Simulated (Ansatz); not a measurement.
System: EuO, space group Fm-3m, 2 atoms in the cell, rocksalt type.

```yaml
crystal:
  lattice:
    - [0.00000, 2.57195, 2.57195]
    - [2.57195, 0.00000, 2.57195]
    - [2.57195, 2.57195, 0.00000]
  atoms:
    - { symbol: Eu, position: [0.50000, 0.50000, 0.50000] }
    - { symbol: O, position: [0.00000, 0.00000, 0.00000] }
```

Method: DFT PBE+U, scalar-relativistic, plane waves, PAW, Ueff = 6 eV on Eu f, spin-polarised, 6×6×6 k mesh, 420 eV cutoff (Ansatz 0.2.0).

How will the Eu f shell be filled?

Counting eigenvalues over 0.6 as filled, Eu has 7 filled f states (f⁷), 7 up and 0 down; the eigenvalues sum to 7.0.

Start of the run: random orbitals: random, high filling. Such runs often end in metastable states, so this need not be the lowest one. Spin-orbit coupling is left out, which matters for Eu.

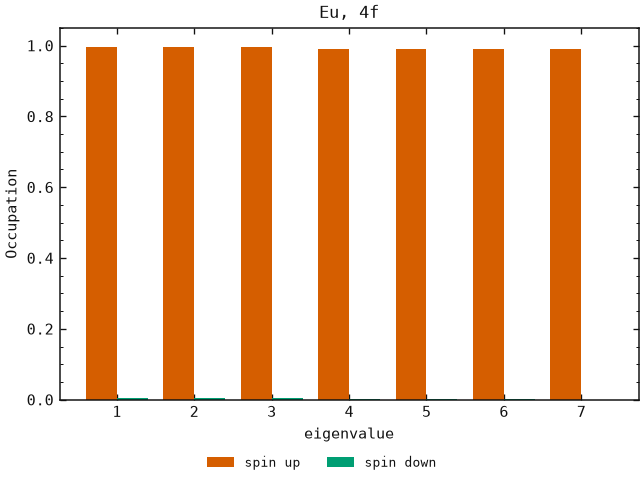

Eigenvalues of the local occupation matrix of the f shell (Löwdin-orthogonalised atomic projectors).
